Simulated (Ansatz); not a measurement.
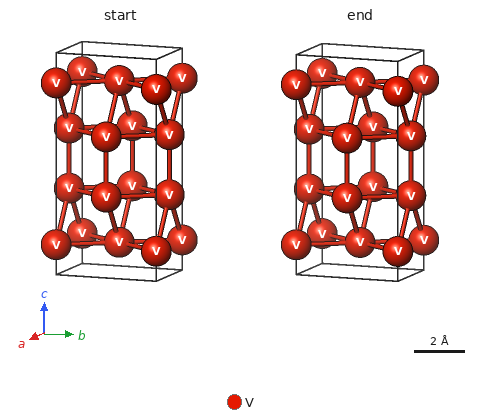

The structure of crystalline V (built on the alpha-gallium_64 type) before (left) and after (right) a relaxation, at one scale.

Style: ball-and-stick. Shown: the conventional cell (4 times the calculation's cell), slightly off an axis. Lengths and directions refer to the drawn axes.

Case: alpha-gallium type (Cmce, No. 64).

All numbers below come from DFT PBE, scalar-relativistic, plane waves, PAW in Ansatz. (plane-wave cutoff 420 eV; k-point mesh 24 × 24 × 24; occupations gaussian; smearing width 0.1 eV; no spin polarisation; cell and atoms relaxed; force threshold 0.01 eV/Å; at most 80 steps)

> Describe what moved and what it gained.

No atom moves by more than 0.005 Å relative to the cell. Cell: a 2.871 → 2.862 Å (−0.3 %), b 4.300 → 4.364 Å (+1.5 %), c 9.009 → 8.928 Å (−0.9 %). Volume +0.3 %. Among the contacts that change: V–V 2.585 → 2.609 Å, V–V 2.513 → 2.489 Å, V–V 2.442 → 2.428 Å, V–V 2.871 → 2.862 Å. The space group stays Fmmm (No. 69). Over 4 accepted moves (6 points after the start) the energy falls by 2.4 meV per cell of the calculation. The largest force component goes from 0.02 to 0.0025 eV/Å. The pressure goes from 0.21 to −0.02 GPa. The line search rejected the trial step at point 3 of the run. At 1 point the geometry stayed and the basis and grid were re-selected for the new cell (energy shift of less than 0.05 meV per cell of the calculation at most each time).
